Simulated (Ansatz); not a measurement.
Band-structure calculation, with input and output: BaS

- system: BaS (Fm-3m, 2 atoms in the cell)
- method: DFT, PBE, all-electron LAPW, scalar-relativistic, no spin polarisation (Ansatz 0.2.0)

The structure derives from an entry of the Crystallography Open Database. Its volume is 1.02 times that of the source entry. It belongs to a series of runs on one base structure; here: volume scaled by 1.02. Figures and captions count atoms from 1; the log counts them from 0 in places.

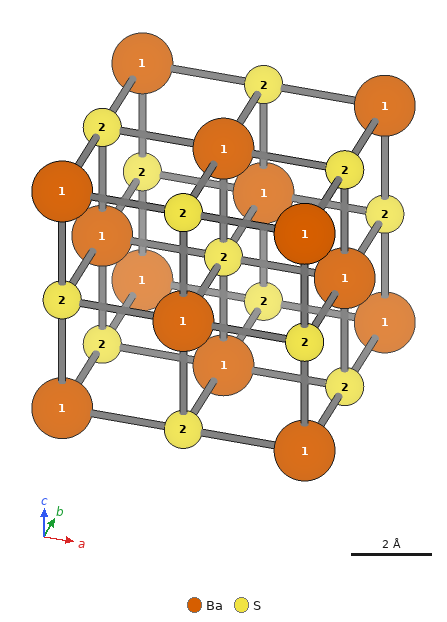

Figure 1. The structure as given in the input (ball-and-stick view of the cell 4 times as large as that of the calculation, set on its symmetry axes, seen at an oblique angle; atoms are numbered from 1 in the order of the input).

Summary:

| quantity | value |
| --- | --- |
| outcome | converged |
| space group (tolerance 0.01 Å) | Fm-3m (225) |
| electrons in bands (core shells apart) | 42 |
| free energy | −232239.2206 eV |
| Fermi energy | 8.725 eV |
| gap on the k-point mesh | 2.23 eV |
| pressure | −0.03 GPa |
| largest force (length of the vector) | under 0.001 eV/Å |
| hardware | 1 thread of Arm Neoverse V1, 24 GiB of memory available, shared host |
| wall time | 11 s |
| peak memory | 0.29 GiB |

Input:
```yaml
crystal:
  lattice:
    - [0.0, 3.2149012787, 3.2149012787]
    - [3.2149012787, 0.0, 3.2149012787]
    - [3.2149012787, 3.2149012787, 0.0]
  atoms:
    - { symbol: Ba, position: [0.0, 0.0, 0.0] }
    - { symbol: S, position: [0.5, 0.5, 0.5] }
kpoints:
  mp_grid: { grid: [8, 8, 8] }
  band_path:
    path:
      - [0.0, 0.0, 0.0]
      - [0.5, 0.0, 0.5]
      - [0.625, 0.25, 0.625]
      - [0.375, 0.375, 0.75]
      - [0.0, 0.0, 0.0]
      - [0.5, 0.5, 0.5]
      - [0.5, 0.25, 0.75]
      - [0.5, 0.0, 0.5]
    npoints: 5
scf:
  occupations: { method: fermi_dirac, width: 0.02 }
hamiltonian:
  xc: pbe
  pseudopotentials: { kind: all_electron, lapw: { basis_error: 0.00025 } }
output:
  forces: true
  stress: true
  eigenvalues: true
```

Run as:
```bash
ansatz run input.yaml --threads 1 --pin off --max-ram 3072MiB --backend cpu --events-out ev --progress --plain --runs-dir out
```

What the program printed:
```
LAPW: plane waves up to 6.428 Å⁻¹, error target 2.5e-4 eV per atom; small_component_spin mean_spin; S in spheres of 1.529 Å, 14 of its electrons in bands, Dirac shells []; Ba in spheres of 1.686 Å, 28 of its electrons in bands, Dirac shells [] (how accurate: hamiltonian.pseudopotentials.lapw.basis_error, Limitations)
Engine: ansatz 0.2.0, aarch64-unknown-linux-gnu
Pseudopotentials: kind: all_electron
Pseudopotential: Ba, LAPW, valence charge 28, lapw/all_electron/scalar/gaussian/Ba, Koelling and Harmon's equation, gaussian nucleus
Pseudopotential: S, LAPW, valence charge 14, lapw/all_electron/scalar/gaussian/S, Koelling and Harmon's equation, gaussian nucleus
Functional definition: PBE
  parameter kappa = 0.804
  parameter beta = 0.06672455060314922
  exchange = pbe_x(kappa = kappa, mu = beta*pi^2/3)
  correlation = pbe_c(beta = beta)
Crystal: 2 atoms, lattice volume = 66.456 Å³
Basis set: ecut = 157.42511060879897 eV, 307 PW (Γ), exchange–correlation at level 2
Bands: 26, of which v1, the nominal top of the filled ones, is band 21 counted from 1 (20 counted from 0)
Symmetry: 48 space group operations
Space group: Fm-3m (ITA 225), of the structure as read, at distance tolerance 4.1e-5 Å
k-points: 29 of 512
Non-local potential: Ba, projectors of the file, none
Non-local potential: S, projectors of the file, none
Initial density: superposition of atomic densities (chi_scale 0.1, normalization cell, long waves kept (reshape's long-wave potential 0.00 eV rms))
Initial wavefunctions: plane waves of lowest kinetic energy (no species holds an atomic orbital)
Functional: x = pbe(κ = 0.804, μ = 0.2195149727645171), c = pbe(β = 0.06672455060314922)
iter 1 solved again at ethr=2.89e-3 eV; its pass at ethr=1.00e-1 eV (dr2=1.21e0 eV) is discarded
SCF iter   1: F=—  HF=-232239.664488 eV  |F-HF|=—  |Δ(HF+E_count)|=         —  Δρ=2.74e-2  dr2=1.21e0  ethr=2.89e-3  ⟨swp⟩=2.0  Hψ=4848  notcnv=0
preconditioner: auto → none  [insulator: Δε(μ)=3.207 eV  Ē_g=12.580 eV  σ=0.020 eV  W_gap=1.00  n_scr=14 (ndim 8)  ℏωp=17.0 eV  f_vac=0.000  D(μ)=0.00/eV (n_scr^D=0)  ε∞_Penn≈2.8]
iter 2 solved again at ethr=7.21e-5 eV; its pass at ethr=2.88e-3 eV (dr2=3.03e-2 eV) is discarded
SCF iter   2: F=—  HF=-232239.260259 eV  |F-HF|=—  |Δ(HF+E_count)|=   4.04e-1  Δρ=5.71e-3  dr2=3.04e-2  ethr=7.21e-5  ⟨swp⟩=2.3  Hψ=4319  notcnv=0  defer=1
SCF iter   3: F=—  HF=-232239.207885 eV  |F-HF|=—  |Δ(HF+E_count)|=   5.24e-2  Δρ=4.81e-3  dr2=3.42e-2  ethr=7.21e-5  ⟨swp⟩=3.2  Hψ=2824  notcnv=0
SCF iter   4: F=—  HF=-232239.219685 eV  |F-HF|=—  |Δ(HF+E_count)|=         —  Δρ=9.08e-4  dr2=1.11e-3  ethr=7.21e-5  ⟨swp⟩=2.8  Hψ=2610  notcnv=0
the basis was enlarged: its passes take 536.6 KiB over the memory plan, 1 of 1 planned eigensolver slots
SCF iter   5: F=—  HF=-232239.220586 eV  |F-HF|=—  |Δ(HF+E_count)|=   9.02e-4  Δρ=1.58e-4  dr2=2.90e-5  ethr=2.63e-6  ⟨swp⟩=3.0  Hψ=2653  notcnv=0
SCF iter   6: F=—  HF=-232239.220647 eV  |F-HF|=—  |Δ(HF+E_count)|=   6.09e-5  Δρ=2.25e-5  dr2=4.99e-7  ethr=6.91e-8  ⟨swp⟩=3.0  Hψ=2615  notcnv=0
SCF iter   7: F=-232239.220649 eV  HF=-232239.220649 eV  |F-HF|=4.78e-8  |Δ(HF+E_count)|=   1.81e-6  Δρ=3.54e-6  dr2=8.45e-9  ethr=1.19e-9  ⟨swp⟩=3.0  Hψ=2647  notcnv=0
SCF 1 converged in 7 iterations: F = -232239.220649 eV  dr2 = 8.45e-9
NSCF: frozen V_eff on 36 k-points
SCF converged after 7 iterations
Free energy (F): -232239.220649 eV
Harris-Foulkes:  -232239.220649 eV  (|F-HF|=4.78e-8)
Internal energy: -232239.220649 eV  (E = F + TS)
E sigma→0 (E₀):  -232239.220649 eV
Fermi energy:    8.725012 eV
--- Per-component energies (eV) ---
  E_band       = -3445.561866
  E_kinetic    = 246790.443440
  E_xc         = -6093.154412
  E_electrostatic = -472936.509677  (all electrons and nuclei)
  E_smearing   = -0.000000  (= −TS)
  E_closure    = 0.000000  (closes the sum)
  E_atoms      = -232228.982511  (free atoms, spherical and without spin; not in F)
  Σ components = -232239.220649   (vs F -232239.220649, Δ=0.00e0)
  Basis errors (estimates in eV, not in F): energy 1.4e-4 per atom: plane waves 1.3e-4 (6.4e-5 summed), levels above the bands 4.1e-84, relativity 2.3e-9, radial functions 1.2e-5, core shells 6.0e-12; eigenvalues (radial functions only) 1.1e-6; not estimated: angular momenta, meshes, grids; target (lapw.basis_error) 2.5e-4; muffin-tin radii S 1.529 Å, Ba 1.686 Å
--- Forces (eV/Å), atoms counted from 1 ---
  atom   1  Ba    -0.00000000     0.00000000     0.00000000
  atom   2  S      0.00000000     0.00000000     0.00000000
  max |Σ_I F_I| component: 9.53e-31 eV/Å
--- Stress (GPa, compression-positive) ---
       -0.027495       0.000000       0.000000
        0.000000      -0.027495      -0.000000
        0.000000      -0.000000      -0.027495
  P = ⅓ Tr σ = -0.0275 GPa (-0.275 kbar)
--- Band table (eV; the first three rows and the last of 29) ---
  k-point 0: bands = ["-228.2862", "-195.4764", "-165.4056", "-165.4056", "-165.4056", "-140.2487", "-140.2487", "-140.2487", "-74.1889", "-74.1889", "-74.1889", "-74.1811", "-74.1811", "-18.4024", "-3.4643", "-3.4643", "-3.4643", "-2.6567", "7.6062", "7.6062", "7.6062", "11.1953", "11.5655", "11.5655", "11.5655", "12.4666"]
  k-point 1: bands = ["-228.2862", "-195.4764", "-165.4056", "-165.4056", "-165.4056", "-140.2487", "-140.2487", "-140.2487", "-74.1889", "-74.1889", "-74.1889", "-74.1811", "-74.1811", "-18.3965", "-3.7417", "-3.4696", "-3.4696", "-2.3669", "7.2260", "7.4216", "7.4216", "11.5221", "11.7809", "11.7809", "11.7943", "12.8788"]
  k-point 2: bands = ["-228.2862", "-195.4764", "-165.4056", "-165.4056", "-165.4056", "-140.2487", "-140.2487", "-140.2487", "-74.1889", "-74.1889", "-74.1889", "-74.1811", "-74.1811", "-18.3822", "-4.1463", "-3.4825", "-3.4825", "-1.9311", "6.5325", "7.0485", "7.0485", "11.7138", "12.3874", "12.3874", "12.9546", "13.9208"]
  k-point 28: bands = ["-228.2862", "-195.4764", "-165.4056", "-165.4056", "-165.4056", "-140.2487", "-140.2487", "-140.2487", "-74.1889", "-74.1889", "-74.1889", "-74.1811", "-74.1811", "-18.3494", "-3.9605", "-3.7823", "-3.7823", "-2.0654", "6.5768", "7.1700", "7.1700", "11.8846", "11.8846", "13.8710", "14.4386", "15.1223"]
```

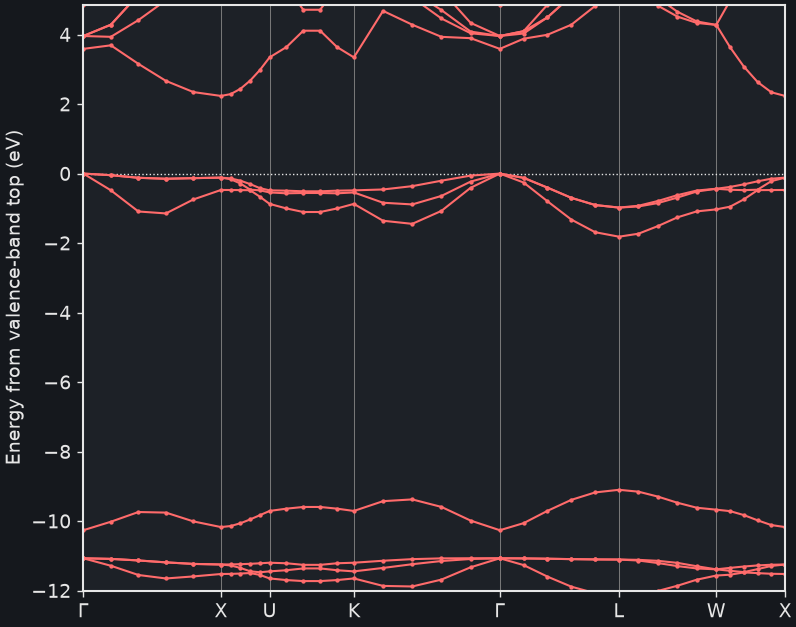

Figure 2. Band structure along Γ–X–U–K–Γ–L–W–X, with energies from the valence-band top. There is a gap of 2.23 eV on this path, indirect, from Γ to X.
